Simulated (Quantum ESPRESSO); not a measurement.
## Run report: BaS, band-structure run (part 1 of 2)

BaS (Fm-3m, 2 atoms in the cell), computed with Kohn-Sham DFT of a periodic cell, r2SCAN, SG15 PBE 1.2, no spin polarisation (Quantum ESPRESSO 7.5).

The structure derives from an entry of the Crystallography Open Database.

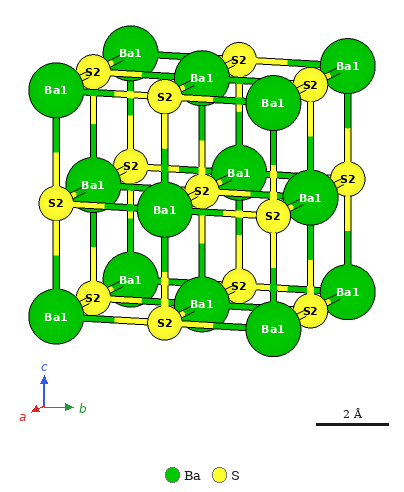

Fig. 1: The input geometry (ball-and-stick view of the cell 4 times as large as that of the calculation, set on its symmetry axes, seen slightly off an axis; atoms are numbered from 1 in the order of the input). Near neighbours in the crystal (not all of them lie inside the picture): Ba has 6 S at 3.19 Å; S has 6 Ba at 3.19 Å.

## Summary

| quantity | value |
| --- | --- |
| outcome | converged |
| space group (tolerance 0.01 Å) | Fm-3m (225) |
| electrons treated | 16 |
| free energy | −983.6713 eV |
| Fermi energy of the self-consistent step | 6.814 eV |
| gap on the k-point mesh | 2.68 eV |
| gap on the band path | 2.56 eV |
| pressure | 0.67 GPa |
| largest force (length of the vector) | under 0.001 eV/Å |
| hardware | 2 threads of Arm Neoverse V2, 24 GiB of memory available, shared host |
| wall time | 2.4 min (CPU time 4.7 min) |
| peak memory | 0.18 GiB |

## Notes

Further notes kept with the run: potentials made for another functional. Notes on the run: SCF correction compared to forces is large. Points of doubt noted for this run: potentials made for another functional.

## Input file
```
&CONTROL
  calculation = 'scf'
  prefix = 'pwscf'
  outdir = './tmp'
  pseudo_dir = './pseudo'
  tprnfor = .true.
  tstress = .true.
  disk_io = 'low'
/
&SYSTEM
  ibrav = 0
  nat = 2
  ntyp = 2
  ecutwfc = 52
  nbnd = 14
  input_dft = 'r2scan'
  occupations = 'smearing'
  smearing = 'fd'
  degauss = 0.00367493
  nosym = .true.
/
&ELECTRONS
  conv_thr = 1d-08
  electron_maxstep = 120
  mixing_beta = 0.5
/
ATOMIC_SPECIES
Ba   137.3270 Ba_ONCV_PBE-1.2.upf
S     32.0600 S_ONCV_PBE-1.2.upf
CELL_PARAMETERS angstrom
   0.0000000000    3.1937500000    3.1937500000
   3.1937500000    0.0000000000    3.1937500000
   3.1937500000    3.1937500000    0.0000000000
ATOMIC_POSITIONS crystal
Ba     0.0000000000    0.0000000000    0.0000000000
S      0.5000000000    0.5000000000    0.5000000000
K_POINTS automatic
5 5 5 0 0 0
```

## File bands.in
```
&CONTROL
  calculation = 'bands'
  prefix = 'pwscf'
  outdir = './tmp'
  pseudo_dir = './pseudo'
  disk_io = 'low'
  verbosity = 'high'
/
&SYSTEM
  ibrav = 0
  nat = 2
  ntyp = 2
  ecutwfc = 52
  nbnd = 14
  input_dft = 'r2scan'
  occupations = 'smearing'
  smearing = 'fd'
  degauss = 0.00367493
  nosym = .true.
/
&ELECTRONS
  conv_thr = 1d-08
  electron_maxstep = 120
  mixing_beta = 0.5
  diago_full_acc = .true.
  startingwfc = 'random'
/
ATOMIC_SPECIES
Ba   137.3270 Ba_ONCV_PBE-1.2.upf
S     32.0600 S_ONCV_PBE-1.2.upf
CELL_PARAMETERS angstrom
   0.0000000000    3.1937500000    3.1937500000
   3.1937500000    0.0000000000    3.1937500000
   3.1937500000    3.1937500000    0.0000000000
ATOMIC_POSITIONS crystal
Ba     0.0000000000    0.0000000000    0.0000000000
S      0.5000000000    0.5000000000    0.5000000000
K_POINTS crystal
60
 0.0000000000  0.0000000000  0.0000000000 1
 0.0625000000  0.0000000000  0.0625000000 1
 0.1250000000  0.0000000000  0.1250000000 1
 0.1875000000  0.0000000000  0.1875000000 1
 0.2500000000  0.0000000000  0.2500000000 1
 0.3125000000  0.0000000000  0.3125000000 1
 0.3750000000  0.0000000000  0.3750000000 1
 0.4375000000  0.0000000000  0.4375000000 1
 0.5000000000  0.0000000000  0.5000000000 1
 0.5000000000  0.0625000000  0.5625000000 1
 0.5000000000  0.1250000000  0.6250000000 1
 0.5000000000  0.1875000000  0.6875000000 1
 0.5000000000  0.2500000000  0.7500000000 1
 0.4375000000  0.3125000000  0.7500000000 1
 0.3750000000  0.3750000000  0.7500000000 1
 0.3375000000  0.3375000000  0.6750000000 1
 0.3000000000  0.3000000000  0.6000000000 1
 0.2625000000  0.2625000000  0.5250000000 1
 0.2250000000  0.2250000000  0.4500000000 1
 0.1875000000  0.1875000000  0.3750000000 1
 0.1500000000  0.1500000000  0.3000000000 1
 0.1125000000  0.1125000000  0.2250000000 1
 0.0750000000  0.0750000000  0.1500000000 1
 0.0375000000  0.0375000000  0.0750000000 1
 0.0000000000  0.0000000000  0.0000000000 1
 0.0625000000  0.0625000000  0.0625000000 1
 0.1250000000  0.1250000000  0.1250000000 1
 0.1875000000  0.1875000000  0.1875000000 1
 0.2500000000  0.2500000000  0.2500000000 1
 0.3125000000  0.3125000000  0.3125000000 1
 0.3750000000  0.3750000000  0.3750000000 1
 0.4375000000  0.4375000000  0.4375000000 1
 0.5000000000  0.5000000000  0.5000000000 1
 0.5250000000  0.4500000000  0.5250000000 1
 0.5500000000  0.4000000000  0.5500000000 1
 0.5750000000  0.3500000000  0.5750000000 1
 0.6000000000  0.3000000000  0.6000000000 1
 0.6250000000  0.2500000000  0.6250000000 1
 0.5833333333  0.2500000000  0.6666666667 1
 0.5416666667  0.2500000000  0.7083333333 1
 0.5000000000  0.2500000000  0.7500000000 1
 0.5000000000  0.2857142857  0.7142857143 1
 0.5000000000  0.3214285714  0.6785714286 1
 0.5000000000  0.3571428571  0.6428571429 1
 0.5000000000  0.3928571429  0.6071428571 1
 0.5000000000  0.4285714286  0.5714285714 1
 0.5000000000  0.4642857143  0.5357142857 1
 0.5000000000  0.5000000000  0.5000000000 1
 0.4821428571  0.4821428571  0.5357142857 1
 0.4642857143  0.4642857143  0.5714285714 1
 0.4464285714  0.4464285714  0.6071428571 1
 0.4285714286  0.4285714286  0.6428571429 1
 0.4107142857  0.4107142857  0.6785714286 1
 0.3928571429  0.3928571429  0.7142857143 1
 0.3750000000  0.3750000000  0.7500000000 1
 0.6250000000  0.2500000000  0.6250000000 1
 0.5937500000  0.1875000000  0.5937500000 1
 0.5625000000  0.1250000000  0.5625000000 1
 0.5312500000  0.0625000000  0.5312500000 1
 0.5000000000  0.0000000000  0.5000000000 1
```

Launched with:
```bash
OMP_NUM_THREADS=1 mpirun -n 2 pw.x -nk 2 -in pw.in > pw.out
OMP_NUM_THREADS=1 mpirun -n 2 pw.x -nk 2 -in bands.in > bands.out
```

## What the program printed
```
This program is part of the open-source Quantum ESPRESSO suite
     for quantum simulation of materials; please cite
         "P. Giannozzi et al., J. Phys.:Condens. Matter 21 395502 (2009);
         "P. Giannozzi et al., J. Phys.:Condens. Matter 29 465901 (2017);
         "P. Giannozzi et al., J. Chem. Phys. 152 154105 (2020);
          URL
     in publications or presentations arising from this work. More details at

     IMPORTANT: XC functional enforced from input :
     Exchange-correlation= R2SCAN
                           (   0   0   0   0   0 497 498)
     Any further DFT definition will be discarded
     Please, verify this is what you really want

     K-points division:     npool     =       2
     Subspace diagonalization in iterative solution of the eigenvalue problem:
     a serial algorithm will be used

     G-vector sticks info
     --------------------
     sticks:   dense  smooth     PW     G-vecs:    dense   smooth      PW
     Sum        1039    1039    313                22219    22219    3695

     Using Slab Decomposition

     bravais-lattice index     =            0
     lattice parameter (alat)  =       8.5352  a.u.
     unit-cell volume          =     439.6725 (a.u.)^3
     number of atoms/cell      =            2
     number of atomic types    =            2
     number of electrons       =        16.00
     number of Kohn-Sham states=           14
     kinetic-energy cutoff     =      52.0000  Ry
     charge density cutoff     =     208.0000  Ry
     scf convergence threshold =      1.0E-08
     mixing beta               =       0.5000
     number of iterations used =            8  plain     mixing
     Exchange-correlation= R2SCAN
                           (   0   0   0   0   0 497 498)

     celldm(1)=   8.535221  celldm(2)=   0.000000  celldm(3)=   0.000000
     celldm(4)=   0.000000  celldm(5)=   0.000000  celldm(6)=   0.000000

     crystal axes: (cart. coord. in units of alat)
               a(1) = (   0.000000   0.707107   0.707107 )
               a(2) = (   0.707107   0.000000   0.707107 )
               a(3) = (   0.707107   0.707107   0.000000 )

     reciprocal axes: (cart. coord. in units 2 pi/alat)
               b(1) = ( -0.707107  0.707107  0.707107 )
               b(2) = (  0.707107 -0.707107  0.707107 )
               b(3) = (  0.707107  0.707107 -0.707107 )

     PseudoPot. # 1 for Ba read from file:
     Ba_ONCV_PBE-1.2.upf
     Pseudo is Norm-conserving, Zval = 10.0
     Generated using ONCVPSP code by D. R. Hamann
     Using radial grid of  602 points,  8 beta functions with:
                l(1) =   0
                l(2) =   0
                l(3) =   1
                l(4) =   1
                l(5) =   2
                l(6) =   2
                l(7) =   3
                l(8) =   3

     PseudoPot. # 2 for S  read from file:
     S_ONCV_PBE-1.2.upf
     Pseudo is Norm-conserving, Zval =  6.0
     Generated using ONCVPSP code by D. R. Hamann
     Using radial grid of  602 points,  4 beta functions with:
                l(1) =   0
                l(2) =   0
                l(3) =   1
                l(4) =   1

     atomic species   valence    mass     pseudopotential
     Ba               10.00   137.32700     Ba( 1.00)
     S                 6.00    32.06000     S ( 1.00)

     No symmetry found

   Cartesian axes

     site n.     atom                  positions (alat units)
         1        Ba     tau(   1) = (   0.0000000   0.0000000   0.0000000  )
         2        S      tau(   2) = (   0.7071068   0.7071068   0.7071068  )

     number of k points=    63  Fermi-Dirac smearing, width (Ry)=  0.0037
                       cart. coord. in units 2pi/alat
        k(    1) = (   0.0000000   0.0000000   0.0000000), wk =   0.0160000
        k(    2) = (   0.1414214   0.1414214  -0.1414214), wk =   0.0320000
        k(    3) = (   0.2828427   0.2828427  -0.2828427), wk =   0.0320000
        k(    4) = (   0.1414214  -0.1414214   0.1414214), wk =   0.0320000
        k(    5) = (   0.2828427  -0.0000000   0.0000000), wk =   0.0320000
        k(    6) = (   0.4242641   0.1414214  -0.1414214), wk =   0.0320000
        k(    7) = (  -0.1414214  -0.4242641   0.4242641), wk =   0.0320000
        k(    8) = (   0.0000000  -0.2828427   0.2828427), wk =   0.0320000
        k(    9) = (   0.2828427  -0.2828427   0.2828427), wk =   0.0320000
        k(   10) = (   0.4242641  -0.1414214   0.1414214), wk =   0.0320000
        k(   11) = (   0.5656854  -0.0000000   0.0000000), wk =   0.0320000
        k(   12) = (   0.0000000  -0.5656854   0.5656854), wk =   0.0320000
        k(   13) = (   0.1414214  -0.4242641   0.4242641), wk =   0.0320000
        k(   14) = (  -0.1414214   0.1414214   0.1414214), wk =   0.0320000
        k(   15) = (  -0.0000000   0.2828427   0.0000000), wk =   0.0320000
        k(   16) = (   0.1414214   0.4242641  -0.1414214), wk =   0.0320000
        k(   17) = (  -0.4242641  -0.1414214   0.4242641), wk =   0.0320000
        k(   18) = (  -0.2828427   0.0000000   0.2828427), wk =   0.0320000
        k(   19) = (   0.0000000  -0.0000000   0.2828427), wk =   0.0320000
        k(   20) = (   0.1414214   0.1414214   0.1414214), wk =   0.0320000
        k(   21) = (   0.2828427   0.2828427   0.0000000), wk =   0.0320000
        k(   22) = (  -0.2828427  -0.2828427   0.5656854), wk =   0.0320000
        k(   23) = (  -0.1414214  -0.1414214   0.4242641), wk =   0.0320000
        k(   24) = (   0.1414214  -0.1414214   0.4242641), wk =   0.0320000
        k(   25) = (   0.2828427  -0.0000000   0.2828427), wk =   0.0320000
        k(   26) = (   0.4242641   0.1414214   0.1414214), wk =   0.0320000
        k(   27) = (  -0.1414214  -0.4242641   0.7071068), wk =   0.0320000
        k(   28) = (   0.0000000  -0.2828427   0.5656854), wk =   0.0320000
        k(   29) = (  -0.4242641   0.4242641  -0.1414214), wk =   0.0320000
        k(   30) = (  -0.2828427   0.5656854  -0.2828427), wk =   0.0320000
        k(   31) = (  -0.1414214   0.7071068  -0.4242641), wk =   0.0320000
        k(   32) = (  -0.7071068   0.1414214   0.1414214), wk =   0.0320000
        k(   33) = (  -0.5656854   0.2828427  -0.0000000), wk =   0.0320000
        k(   34) = (  -0.2828427   0.2828427   0.0000000), wk =   0.0320000
        k(   35) = (  -0.1414214   0.4242641  -0.1414214), wk =   0.0320000
        k(   36) = (   0.0000000   0.5656854  -0.2828427), wk =   0.0320000
        k(   37) = (  -0.5656854  -0.0000000   0.2828427), wk =   0.0320000
        k(   38) = (  -0.4242641   0.1414214   0.1414214), wk =   0.0320000
        k(   39) = (  -0.2828427   0.2828427   0.2828427), wk =   0.0320000
        k(   40) = (  -0.1414214   0.4242641   0.1414214), wk =   0.0320000
        k(   41) = (  -0.0000000   0.5656854   0.0000000), wk =   0.0320000
        k(   42) = (  -0.5656854   0.0000000   0.5656854), wk =   0.0320000
        k(   43) = (  -0.4242641   0.1414214   0.4242641), wk =   0.0320000
        k(   44) = (  -0.1414214   0.1414214   0.4242641), wk =   0.0320000
        k(   45) = (   0.0000000   0.2828427   0.2828427), wk =   0.0320000
        k(   46) = (   0.1414214   0.4242641   0.1414214), wk =   0.0320000
        k(   47) = (  -0.4242641  -0.1414214   0.7071068), wk =   0.0320000
        k(   48) = (  -0.2828427   0.0000000   0.5656854), wk =   0.0320000
        k(   49) = (   0.0000000  -0.0000000   0.5656854), wk =   0.0320000
        k(   50) = (   0.1414214   0.1414214   0.4242641), wk =   0.0320000
        k(   51) = (   0.2828427   0.2828427   0.2828427), wk =   0.0320000
        k(   52) = (  -0.2828427  -0.2828427   0.8485281), wk =   0.0320000
        k(   53) = (  -0.1414214  -0.1414214   0.7071068), wk =   0.0320000
        k(   54) = (  -0.5656854   0.5656854  -0.0000000), wk =   0.0320000
        k(   55) = (  -0.4242641   0.7071068  -0.1414214), wk =   0.0320000
        k(   56) = (  -0.2828427   0.8485281  -0.2828427), wk =   0.0320000
        k(   57) = (  -0.8485281   0.2828427   0.2828427), wk =   0.0320000
        k(   58) = (  -0.7071068   0.4242641   0.1414214), wk =   0.0320000
        k(   59) = (  -0.4242641   0.4242641   0.1414214), wk =   0.0320000
        k(   60) = (  -0.2828427   0.5656854   0.0000000), wk =   0.0320000
        k(   61) = (  -0.1414214   0.7071068  -0.1414214), wk =   0.0320000
        k(   62) = (  -0.7071068   0.1414214   0.4242641), wk =   0.0320000
        k(   63) = (  -0.5656854   0.2828427   0.2828427), wk =   0.0320000

     Dense  grid:    22219 G-vectors     FFT dimensions: (  40,  40,  40)

     WARNING: libxc functional with ID  497 depends
      on external parameters: check the user_guide of
      QE if you need to modify them or to check their
      default values.

     WARNING: libxc functional with ID  498 depends
      on external parameters: check the user_guide of
      QE if you need to modify them or to check their
      default values.

     Initial potential from superposition of free atoms

     starting charge      15.5979, renormalised to      16.0000
     Starting wfcs are random

     Self-consistent Calculation

     iteration #  1     ecut=    52.00 Ry     beta= 0.50
     Davidson diagonalization with overlap
     ethr =  1.00E-02,  avg # of iterations =  8.7

     total energy              =     -72.22111152 Ry
     estimated scf accuracy    <       0.65966582 Ry

     iteration #  2     ecut=    52.00 Ry     beta= 0.50
     Davidson diagonalization with overlap
     ethr =  4.12E-03,  avg # of iterations =  1.1

     total energy              =     -72.28633132 Ry
     estimated scf accuracy    <       0.11553197 Ry

     iteration #  3     ecut=    52.00 Ry     beta= 0.50
     Davidson diagonalization with overlap
     ethr =  7.22E-04,  avg # of iterations =  1.2

     total energy              =     -72.29565423 Ry
     estimated scf accuracy    <       0.01921647 Ry

     iteration #  4     ecut=    52.00 Ry     beta= 0.50
     Davidson diagonalization with overlap
     ethr =  1.20E-04,  avg # of iterations =  5.1

     total energy              =     -72.29757887 Ry
     estimated scf accuracy    <       0.00014623 Ry

     iteration #  5     ecut=    52.00 Ry     beta= 0.50
     Davidson diagonalization with overlap
     ethr =  9.14E-07,  avg # of iterations = 12.7

     total energy              =     -72.29850426 Ry
     estimated scf accuracy    <       0.00002302 Ry

     iteration #  6     ecut=    52.00 Ry     beta= 0.50
     Davidson diagonalization with overlap
     ethr =  1.44E-07,  avg # of iterations =  2.6

     total energy              =     -72.29850760 Ry
     estimated scf accuracy    <       0.00000106 Ry

     iteration #  7     ecut=    52.00 Ry     beta= 0.50
     Davidson diagonalization with overlap
     ethr =  6.65E-09,  avg # of iterations =  4.1

     total energy              =     -72.29850833 Ry
     estimated scf accuracy    <       0.00000030 Ry

     iteration #  8     ecut=    52.00 Ry     beta= 0.50
     Davidson diagonalization with overlap
     ethr =  1.85E-09,  avg # of iterations =  2.0

     End of self-consistent calculation
```
